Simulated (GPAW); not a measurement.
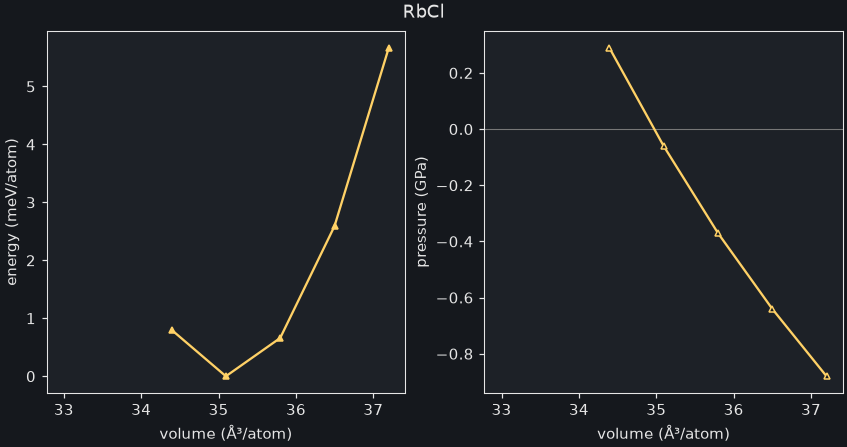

The picture above shows the energy and pressure against volume for RbCl, space group Fm-3m (No. 225).

Structure:
```xyz
2
Lattice="0.0000 3.2740 3.2740 3.2740 0.0000 3.2740 3.2740 3.2740 0.0000" Properties=species:S:1:pos:R:3 pbc="T T T"
Rb    0.0000    0.0000    0.0000
Cl    3.2740    3.2740    3.2740
```

How it was computed, with GPAW 26.7.0: PAW DFT in plane waves, on a grid or in atomic orbitals, no spin polarisation; energies at scaled volumes of the given cell, shape and fractions fixed, counted from the fit's minimum, third-order Birch-Murnaghan fit. Level: PBEsol.

k mesh 7×7×7; occupations Fermi–Dirac; smearing width 0.05 eV; potentials PAW data sets made by gpaw setup for the functional; wave cutoff 600 eV; program settings basis pw.

The points at volume 32.99 Å³/atom and 33.69 Å³/atom are left out of the plot. What values does the calculation give there?

| volume (Å³/atom) | energy (meV/atom) | pressure (GPa) |
| --- | --- | --- |
| 32.99 | 7.54 | 1.14 |
| 33.69 | 3.24 | 0.69 |
